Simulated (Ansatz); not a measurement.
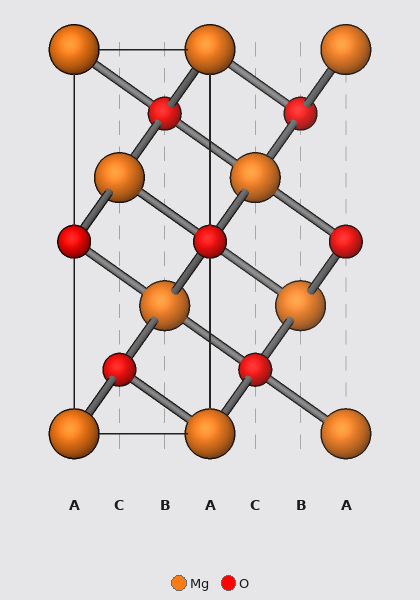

Projection along an edge of the hexagonal mesh, stacking direction [111] upwards. The dashed lines mark the three columns A (0, 0), B (1/3, 2/3) and C (2/3, 1/3). The box is the hexagonal cell of the face-centred cubic lattice. The sequence starts with the first layer at or above the cell's origin.

MgO. Coordinates: coordinates from a relaxation with DFT PBE, scalar-relativistic, plane waves, PAW (Ansatz 0.2.0).

List the layers of one repeat.

Mg(A) – O(C) – Mg(B) – O(A) – Mg(C) – O(B) (six layers in 7.37 Å).

How are the O layers alone stacked?

O layers alone: CAB, the cubic close-packed type.

Which positions between or in the O layers do the other atoms fill?

Mg: three octahedral sites, counted in one hexagonal cell.
